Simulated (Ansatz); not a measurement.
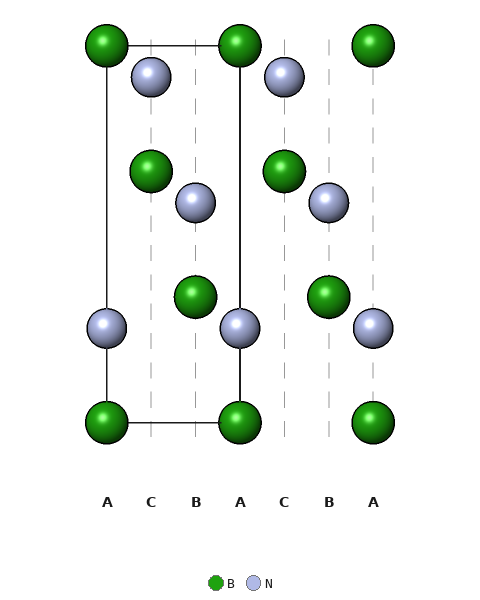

Projection along an edge of the hexagonal mesh, stacking direction [111] upwards. The dashed lines mark the three columns A (0, 0), B (1/3, 2/3) and C (2/3, 1/3). The box is the hexagonal cell of the face-centred cubic lattice. The sequence starts with the first layer at or above the cell's origin.

BN (space group F-43m, No. 216). Coordinates: the geometry relaxed with DFT PBEsol, scalar-relativistic, plane waves, PAW in Ansatz 0.2.0.

**Give the sequence of layers in one repeat, with element and column.**

B(A) – N(A) – B(B) – N(B) – B(C) – N(C) (six layers in 6.25 Å).

**How are the N layers alone stacked?**

N layers alone: ABC, the cubic close-packed type.

**Which positions between or in the N layers do the other atoms fill?**

B: three tetrahedral sites in each hexagonal cell.

**What short polytype symbol fits?**

Polytype symbol 3C, the symbol of a tetrahedral polytype (number of double layers in the repeat and lattice).
